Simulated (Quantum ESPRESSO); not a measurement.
Tm: band-structure run (part 2 of 3)

The same run, continued: Tm (P6₃/mmc, 4 atoms in the cell); Kohn-Sham DFT of a periodic cell, AM05, SSSP 1.3 efficiency PBE, spin-polarised (Quantum ESPRESSO 7.5); cutoff 748.31 eV, 6×6×2 k-mesh, fermi-dirac of 0.05 eV, collinear spins. The structure derives from a Materials Project entry.

Geometry of the input (Å; fractional positions):
```
3.5130  0.0000  0.0000
-1.7565  3.0423  0.0000
0.0000  0.0000  11.2475
Tm 0.6667  0.3333  0.7500
Tm 0.0000  0.0000  0.5000
Tm 0.3333  0.6667  0.2500
Tm 0.0000  0.0000  0.0000
```

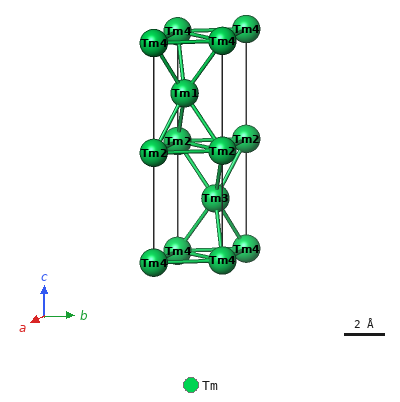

The structure as given in the input (ball-and-stick view of the cell of the calculation, seen slightly off an axis; atoms are numbered from 1 in the order of the input).

Log, continued:
```
     iteration # 19     ecut=    55.00 Ry     beta= 0.30
     Davidson diagonalization with overlap
     ethr =  9.86E-07,  avg # of iterations =  1.1

     total energy              =   -3720.95559504 Ry
     estimated scf accuracy    <       0.00002763 Ry

     total magnetization       =     4.23 Bohr mag/cell
     absolute magnetization    =     5.65 Bohr mag/cell

     iteration # 20     ecut=    55.00 Ry     beta= 0.30
     Davidson diagonalization with overlap
     ethr =  3.00E-08,  avg # of iterations =  2.6

     total energy              =   -3720.95563208 Ry
     estimated scf accuracy    <       0.00018088 Ry

     total magnetization       =     4.21 Bohr mag/cell
     absolute magnetization    =     5.65 Bohr mag/cell

     iteration # 21     ecut=    55.00 Ry     beta= 0.30
     Davidson diagonalization with overlap
     ethr =  3.00E-08,  avg # of iterations =  2.3

     total energy              =   -3720.95561145 Ry
     estimated scf accuracy    <       0.00068663 Ry

     total magnetization       =     4.16 Bohr mag/cell
     absolute magnetization    =     5.70 Bohr mag/cell

     iteration # 22     ecut=    55.00 Ry     beta= 0.30
     Davidson diagonalization with overlap
     ethr =  3.00E-08,  avg # of iterations =  3.6

     total energy              =   -3720.95575629 Ry
     estimated scf accuracy    <       0.00005106 Ry

     total magnetization       =     4.06 Bohr mag/cell
     absolute magnetization    =     5.78 Bohr mag/cell

     iteration # 23     ecut=    55.00 Ry     beta= 0.30
     Davidson diagonalization with overlap
     ethr =  3.00E-08,  avg # of iterations =  1.0

     total energy              =   -3720.95575881 Ry
     estimated scf accuracy    <       0.00013089 Ry

     total magnetization       =     4.07 Bohr mag/cell
     absolute magnetization    =     5.78 Bohr mag/cell

     iteration # 24     ecut=    55.00 Ry     beta= 0.30
     Davidson diagonalization with overlap
     ethr =  3.00E-08,  avg # of iterations =  1.0

     total energy              =   -3720.95575737 Ry
     estimated scf accuracy    <       0.00001270 Ry

     total magnetization       =     4.07 Bohr mag/cell
     absolute magnetization    =     5.78 Bohr mag/cell

     iteration # 25     ecut=    55.00 Ry     beta= 0.30
     Davidson diagonalization with overlap
     ethr =  1.38E-08,  avg # of iterations =  1.4

     total energy              =   -3720.95576530 Ry
     estimated scf accuracy    <       0.00000818 Ry

     total magnetization       =     4.05 Bohr mag/cell
     absolute magnetization    =     5.80 Bohr mag/cell

     iteration # 26     ecut=    55.00 Ry     beta= 0.30
     Davidson diagonalization with overlap
     ethr =  8.89E-09,  avg # of iterations =  1.0

     total energy              =   -3720.95576649 Ry
     estimated scf accuracy    <       0.00003043 Ry

     total magnetization       =     4.05 Bohr mag/cell
     absolute magnetization    =     5.79 Bohr mag/cell

     iteration # 27     ecut=    55.00 Ry     beta= 0.30
     Davidson diagonalization with overlap
     ethr =  8.89E-09,  avg # of iterations =  1.0

     total energy              =   -3720.95576827 Ry
     estimated scf accuracy    <       0.00000605 Ry

     total magnetization       =     4.05 Bohr mag/cell
     absolute magnetization    =     5.80 Bohr mag/cell

     iteration # 28     ecut=    55.00 Ry     beta= 0.30
     Davidson diagonalization with overlap
     ethr =  6.58E-09,  avg # of iterations =  1.2

     total energy              =   -3720.95577129 Ry
     estimated scf accuracy    <       0.00006216 Ry

     total magnetization       =     4.05 Bohr mag/cell
     absolute magnetization    =     5.81 Bohr mag/cell

     iteration # 29     ecut=    55.00 Ry     beta= 0.30
     Davidson diagonalization with overlap
     ethr =  6.58E-09,  avg # of iterations =  1.0

     total energy              =   -3720.95577219 Ry
     estimated scf accuracy    <       0.00000010 Ry

     total magnetization       =     4.05 Bohr mag/cell
     absolute magnetization    =     5.80 Bohr mag/cell

     iteration # 30     ecut=    55.00 Ry     beta= 0.30
     Davidson diagonalization with overlap
     ethr =  1.14E-10,  avg # of iterations =  3.2

     total energy              =   -3720.95577279 Ry
     estimated scf accuracy    <       0.00000121 Ry

     total magnetization       =     4.05 Bohr mag/cell
     absolute magnetization    =     5.80 Bohr mag/cell

     iteration # 31     ecut=    55.00 Ry     beta= 0.30
     Davidson diagonalization with overlap
     ethr =  1.14E-10,  avg # of iterations =  2.0

     total energy              =   -3720.95577330 Ry
     estimated scf accuracy    <       0.00000408 Ry

     total magnetization       =     4.05 Bohr mag/cell
     absolute magnetization    =     5.80 Bohr mag/cell

     iteration # 32     ecut=    55.00 Ry     beta= 0.30
     Davidson diagonalization with overlap
     ethr =  1.14E-10,  avg # of iterations =  1.6

     total energy              =   -3720.95577350 Ry
     estimated scf accuracy    <       0.00000204 Ry

     total magnetization       =     4.05 Bohr mag/cell
     absolute magnetization    =     5.80 Bohr mag/cell

     iteration # 33     ecut=    55.00 Ry     beta= 0.30
     Davidson diagonalization with overlap
     ethr =  1.14E-10,  avg # of iterations =  2.1

     total energy              =   -3720.95577406 Ry
     estimated scf accuracy    <       0.00000132 Ry

     total magnetization       =     4.05 Bohr mag/cell
     absolute magnetization    =     5.80 Bohr mag/cell

     iteration # 34     ecut=    55.00 Ry     beta= 0.30
     Davidson diagonalization with overlap
     ethr =  1.14E-10,  avg # of iterations =  1.8

     total energy              =   -3720.95577448 Ry
     estimated scf accuracy    <       0.00000022 Ry

     total magnetization       =     4.05 Bohr mag/cell
     absolute magnetization    =     5.80 Bohr mag/cell

     iteration # 35     ecut=    55.00 Ry     beta= 0.30
     Davidson diagonalization with overlap
     ethr =  1.14E-10,  avg # of iterations =  1.9

     total energy              =   -3720.95577414 Ry
     estimated scf accuracy    <       0.00000004 Ry

     total magnetization       =     4.05 Bohr mag/cell
     absolute magnetization    =     5.80 Bohr mag/cell

     iteration # 36     ecut=    55.00 Ry     beta= 0.30
     Davidson diagonalization with overlap
     ethr =  4.54E-11,  avg # of iterations =  3.9

     total energy              =   -3720.95577026 Ry
     estimated scf accuracy    <       0.00000003 Ry

     total magnetization       =     4.05 Bohr mag/cell
     absolute magnetization    =     5.80 Bohr mag/cell

     iteration # 37     ecut=    55.00 Ry     beta= 0.30
     Davidson diagonalization with overlap
     c_bands:  2 eigenvalues not converged
     ethr =  3.21E-11,  avg # of iterations =  5.7

     total energy              =   -3720.95577617 Ry
     estimated scf accuracy    <       0.00000187 Ry

     total magnetization       =     4.05 Bohr mag/cell
     absolute magnetization    =     5.80 Bohr mag/cell

     iteration # 38     ecut=    55.00 Ry     beta= 0.30
     Davidson diagonalization with overlap
     ethr =  3.21E-11,  avg # of iterations =  2.6

     total energy              =   -3720.95577632 Ry
     estimated scf accuracy    <       0.00000253 Ry

     total magnetization       =     4.05 Bohr mag/cell
     absolute magnetization    =     5.80 Bohr mag/cell

     iteration # 39     ecut=    55.00 Ry     beta= 0.30
     Davidson diagonalization with overlap
     ethr =  3.21E-11,  avg # of iterations =  2.5

     total energy              =   -3720.95577646 Ry
     estimated scf accuracy    <       0.00000039 Ry

     total magnetization       =     4.05 Bohr mag/cell
     absolute magnetization    =     5.80 Bohr mag/cell

     iteration # 40     ecut=    55.00 Ry     beta= 0.30
     Davidson diagonalization with overlap
     ethr =  3.21E-11,  avg # of iterations =  2.1

     total energy              =   -3720.95577658 Ry
     estimated scf accuracy    <       0.00000036 Ry

     total magnetization       =     4.05 Bohr mag/cell
     absolute magnetization    =     5.80 Bohr mag/cell

     iteration # 41     ecut=    55.00 Ry     beta= 0.30
     Davidson diagonalization with overlap
     ethr =  3.21E-11,  avg # of iterations =  1.0

     total energy              =   -3720.95577659 Ry
     estimated scf accuracy    <       0.00000019 Ry

     total magnetization       =     4.05 Bohr mag/cell
     absolute magnetization    =     5.80 Bohr mag/cell

     iteration # 42     ecut=    55.00 Ry     beta= 0.30
     Davidson diagonalization with overlap
     ethr =  3.21E-11,  avg # of iterations =  1.0

     Magnetic moment per site  (integrated on atomic sphere of radius R)
     atom   1 (R=0.407)  charge= 21.6570  magn=  1.1358
     atom   2 (R=0.407)  charge= 21.6551  magn=  1.1380
     atom   3 (R=0.407)  charge= 21.6570  magn=  1.1358
     atom   4 (R=0.407)  charge= 21.6551  magn=  1.1380

     End of self-consistent calculation

 ------ SPIN UP ------------

          k = 0.0000 0.0000 0.0000 (  5601 PWs)   bands (ev):

   -37.0868 -37.0655 -37.0614 -37.0399 -10.5932 -10.2737 -10.2712 -10.0378
   -10.0378  -9.9946  -9.9946  -9.9882  -9.9882  -9.9445  -9.9445  -9.9288
     8.1952   9.8085   9.8149  11.6084  12.1214  12.1376  12.1488  12.1713
    12.1923  12.2309  12.2587  12.2587  12.2800  12.2800  12.2906  12.3046
    12.3138  12.3138  12.3377  12.3377  12.4239  12.4239  12.4731  12.4731
    12.4838  12.4838  12.5423  12.5423  12.5518  12.5537  12.5562  12.5582
    14.6906  15.1790  15.2093  16.1149  16.1149  16.2208  16.2208  16.5651
    16.6776  16.6776  16.8488  16.8488  18.1900  18.1900  18.7844

          k = 0.0000 0.0000-0.1562 (  5582 PWs)   bands (ev):

   -37.0801 -37.0801 -37.0467 -37.0467 -10.5014 -10.5014 -10.0321 -10.0321
   -10.0243 -10.0243 -10.0243 -10.0243  -9.9582  -9.9582  -9.9582  -9.9582
     8.6434   8.6434  11.0986  11.0986  12.1310  12.1310  12.1496  12.1496
    12.2199  12.2199  12.2673  12.2673  12.2673  12.2673  12.2940  12.2940
    12.3271  12.3271  12.3271  12.3271  12.4418  12.4418  12.4418  12.4418
    12.5202  12.5202  12.5202  12.5202  12.5525  12.5525  12.5574  12.5574
    14.6799  14.6799  16.0823  16.0823  16.2786  16.2786  16.2786  16.2786
    16.5706  16.5706  16.5706  16.5706  18.6215  18.6215  18.6215

          k = 0.0000 0.1925 0.0000 (  5585 PWs)   bands (ev):

   -37.0776 -37.0590 -37.0548 -37.0362 -10.5388 -10.3039 -10.3027 -10.1486
   -10.0838 -10.0749 -10.0585 -10.0469 -10.0217 -10.0154  -9.9615  -9.9517
     8.8625  10.3805  10.3858  12.0893  12.1340  12.1529  12.1655  12.1912
    12.2107  12.2412  12.2572  12.2740  12.2831  12.2908  12.2973  12.3044
    12.3272  12.3366  12.3442  12.3471  12.4198  12.4586  12.4631  12.4693
    12.4803  12.5008  12.5110  12.5158  12.5171  12.5205  12.5470  12.5705
    14.2052  14.7722  15.0590  15.3066  15.5989  15.6668  16.6292  16.6457
    16.6793  17.1944  17.2728  17.2892  17.4465  17.4958  19.1436

          k = 0.0000 0.1925-0.1562 (  5568 PWs)   bands (ev):

   -37.0716 -37.0716 -37.0422 -37.0422 -10.4703 -10.4703 -10.1497 -10.1497
   -10.1088 -10.1088 -10.0585 -10.0585  -9.9886  -9.9886  -9.9782  -9.9782
     9.2772   9.2772  11.6650  11.6650  12.1450  12.1450  12.1642  12.1642
    12.2273  12.2273  12.2540  12.2540  12.2811  12.2811  12.3077  12.3077
    12.3323  12.3323  12.3378  12.3378  12.4370  12.4370  12.4629  12.4629
    12.4975  12.4975  12.5008  12.5008  12.5152  12.5152  12.5349  12.5349
    14.3011  14.3011  15.3028  15.3028  15.8625  15.8625  16.4898  16.4898
    16.8033  16.8033  16.9829  16.9829  18.2314  18.2314  18.4155

          k = 0.0000 0.3849 0.0000 (  5594 PWs)   bands (ev):

   -37.0574 -37.0459 -37.0418 -37.0302 -10.4681 -10.4632 -10.3752 -10.3512
   -10.3160 -10.1441 -10.1257 -10.0977 -10.0754 -10.0691 -10.0091  -9.9992
    10.4990  11.4892  11.5060  12.1802  12.1870  12.1903  12.2150  12.2280
    12.2526  12.2548  12.2591  12.2965  12.3070  12.3110  12.3325  12.3326
    12.3529  12.3570  12.3671  12.3745  12.4162  12.4309  12.4357  12.4447
    12.4505  12.4530  12.4543  12.4660  12.4827  12.4839  12.5495  13.2307
    13.5155  14.0915  14.3669  14.3693  15.1947  15.3578  15.9904  16.2993
    16.3565  17.5121  17.5646  18.5784  18.9881  19.2088  19.7944

          k = 0.0000 0.3849-0.1562 (  5588 PWs)   bands (ev):

   -37.0536 -37.0536 -37.0341 -37.0341 -10.4621 -10.4621 -10.3838 -10.3838
   -10.2223 -10.2223 -10.1232 -10.1232 -10.0348 -10.0348 -10.0207 -10.0207
    10.7692  10.7692  12.1603  12.1603  12.1878  12.1878  12.2314  12.2314
    12.2630  12.2630  12.2892  12.2892  12.3088  12.3088  12.3257  12.3257
    12.3586  12.3586  12.3595  12.3595  12.4273  12.4273  12.4517  12.4517
    12.4540  12.4540  12.4543  12.4543  12.5280  12.5280  12.6552  12.6552
    13.7652  13.7652  14.4480  14.4480  15.4023  15.4023  16.0245  16.0245
    16.6829  16.6829  18.4973  18.4973  18.9537  18.9537  19.4839

          k = 0.0000-0.5774 0.0000 (  5598 PWs)   bands (ev):

   -37.0453 -37.0394 -37.0352 -37.0293 -10.5653 -10.5488 -10.4511 -10.4271
   -10.2485 -10.2019 -10.1771 -10.1020 -10.0957 -10.0950 -10.0383 -10.0192
    11.6099  11.8473  12.1444  12.1676  12.2203  12.2323  12.2473  12.2732
    12.2738  12.2927  12.2974  12.3027  12.3191  12.3203  12.3228  12.3246
    12.3569  12.3645  12.3736  12.3759  12.4108  12.4180  12.4215  12.4279
    12.4303  12.4341  12.4351  12.4687  12.4825  12.5510  12.6017  12.6674
    13.4903  13.6650  13.7311  14.4814  15.1227  15.5190  16.0142  16.0505
    16.3628  17.6200  17.6332  20.3959  20.6595  20.7357  20.7479

          k = 0.0000-0.5774-0.1562 (  5600 PWs)   bands (ev):

   -37.0431 -37.0431 -37.0315 -37.0315 -10.5279 -10.5279 -10.4873 -10.4873
   -10.1932 -10.1932 -10.1544 -10.1544 -10.0797 -10.0797 -10.0426 -10.0426
    11.8155  11.8155  12.1304  12.1304  12.1874  12.1874  12.2738  12.2738
    12.2788  12.2788  12.2884  12.2884  12.3218  12.3218  12.3246  12.3246
    12.3663  12.3663  12.3696  12.3696  12.4165  12.4165  12.4294  12.4294
    12.4436  12.4436  12.4542  12.4542  12.5062  12.5062  12.5247  12.5247
    13.4866  13.4866  14.2226  14.2226  15.5886  15.5886  15.9715  15.9715
    16.4625  16.4625  19.3716  19.3716  20.5547  20.7169  20.7175

          k = 0.1667 0.2887 0.0000 (  5556 PWs)   bands (ev):

   -37.0628 -37.0492 -37.0450 -37.0314 -10.4459 -10.3943 -10.3858 -10.2747
   -10.2578 -10.1623 -10.0954 -10.0876 -10.0717 -10.0632 -10.0275  -9.9896
    10.0472  11.2903  11.2923  12.1635  12.1886  12.1905  12.2025  12.2038
    12.2417  12.2450  12.2572  12.2839  12.3002  12.3027  12.3302  12.3374
    12.3513  12.3542  12.3548  12.3687  12.4118  12.4389  12.4419  12.4448
    12.4579  12.4617  12.4734  12.4826  12.4895  12.5065  12.5279  13.4031
    13.6668  14.2665  14.5188  14.8591  14.9140  14.9265  16.2076  16.2815
    16.5480  16.9538  17.7702  17.9180  18.6170  18.6714  18.7455

          k = 0.1667 0.2887-0.1562 (  5584 PWs)   bands (ev):

   -37.0583 -37.0583 -37.0359 -37.0359 -10.4412 -10.4412 -10.3057 -10.3057
   -10.2132 -10.2132 -10.1105 -10.1105 -10.0577 -10.0577  -9.9997  -9.9997
    10.3785  10.3785  12.1692  12.1692  12.1959  12.1959  12.2225  12.2225
    12.2372  12.2372  12.2671  12.2671  12.3029  12.3029  12.3223  12.3223
    12.3454  12.3454  12.3587  12.3587  12.4257  12.4257  12.4526  12.4526
    12.4546  12.4546  12.4875  12.4875  12.5134  12.5134  12.7140  12.7140
    13.9894  13.9894  14.5339  14.5339  15.2123  15.2123  16.0219  16.0219
    16.9928  16.9928  17.6656  17.6656  18.4429  18.4429  19.3617

          k = 0.1667 0.4811 0.0000 (  5602 PWs)   bands (ev):

   -37.0453 -37.0394 -37.0352 -37.0293 -10.5064 -10.4897 -10.3995 -10.3843
   -10.3088 -10.2331 -10.1910 -10.1784 -10.0984 -10.0902 -10.0562 -10.0491
    11.7423  12.0830  12.1573  12.1858  12.2174  12.2267  12.2440  12.2686
    12.2761  12.2773  12.2879  12.3037  12.3150  12.3212  12.3389  12.3463
    12.3546  12.3663  12.3840  12.3865  12.4054  12.4218  12.4240  12.4308
    12.4433  12.4481  12.4558  12.4682  12.5106  12.5417  12.6097  13.3628
    13.4922  13.6800  14.2319  14.3723  14.8820  14.9063  15.4545  15.7211
    16.4996  17.1107  17.9556  19.1275  19.3173  19.7226  20.3662

          k = 0.1667 0.4811-0.1562 (  5592 PWs)   bands (ev):

   -37.0432 -37.0432 -37.0314 -37.0314 -10.4740 -10.4740 -10.4401 -10.4401
   -10.2381 -10.2381 -10.1706 -10.1706 -10.1292 -10.1292 -10.0406 -10.0406
    11.8688  11.8688  12.1874  12.1874  12.2440  12.2440  12.2563  12.2563
    12.2817  12.2817  12.2924  12.2924  12.3213  12.3213  12.3342  12.3342
    12.3652  12.3652  12.3787  12.3787  12.4144  12.4144  12.4266  12.4266
    12.4428  12.4428  12.4700  12.4700  12.5106  12.5106  12.8987  12.8987
    13.7689  13.7689  14.0903  14.0903  15.2069  15.2069  15.4277  15.4277
    16.7699  16.7699  18.3745  18.3745  19.5132  19.5132  20.7046

          k = 0.3333 0.5774 0.0000 (  5592 PWs)   bands (ev):

   -37.0361 -37.0361 -37.0320 -37.0319 -10.4553 -10.3982 -10.3982 -10.3829
   -10.3829 -10.3168 -10.2359 -10.2359 -10.1896 -10.0987 -10.0987 -10.0443
    12.2001  12.2001  12.2354  12.2354  12.2422  12.2737  12.2737  12.2825
    12.3030  12.3140  12.3140  12.3181  12.3457  12.3457  12.3486  12.3587
    12.3587  12.3614  12.3884  12.3980  12.4082  12.4082  12.4392  12.4450
    12.4450  12.4541  12.4542  12.4542  13.2315  13.3408  13.3408  13.5103
    13.5103  13.6264  13.6264  13.6303  14.5390  14.8452  14.8452  15.3706
    17.0356  17.0356  18.7216  18.7216  19.4177  19.7051  19.8653

          k = 0.3333 0.5774-0.1562 (  5610 PWs)   bands (ev):

   -37.0361 -37.0361 -37.0320 -37.0320 -10.4301 -10.4301 -10.4036 -10.4036
   -10.3080 -10.3080 -10.2874 -10.2874 -10.0994 -10.0994 -10.0901 -10.0901
    12.1960  12.1960  12.2280  12.2280  12.2650  12.2650  12.3021  12.3021
    12.3113  12.3113  12.3140  12.3140  12.3292  12.3292  12.3604  12.3604
    12.3626  12.3626  12.3774  12.3774  12.4089  12.4089  12.4393  12.4393
    12.4478  12.4478  12.4533  12.4533  13.4010  13.4010  13.4140  13.4140
    13.5124  13.5124  13.5187  13.5187  14.9120  14.9120  14.9566  14.9566
    17.1726  17.1726  18.1914  18.1914  19.8582  19.8589  19.8591

 ------ SPIN DOWN ----------

          k = 0.0000 0.0000 0.0000 (  5601 PWs)   bands (ev):
```
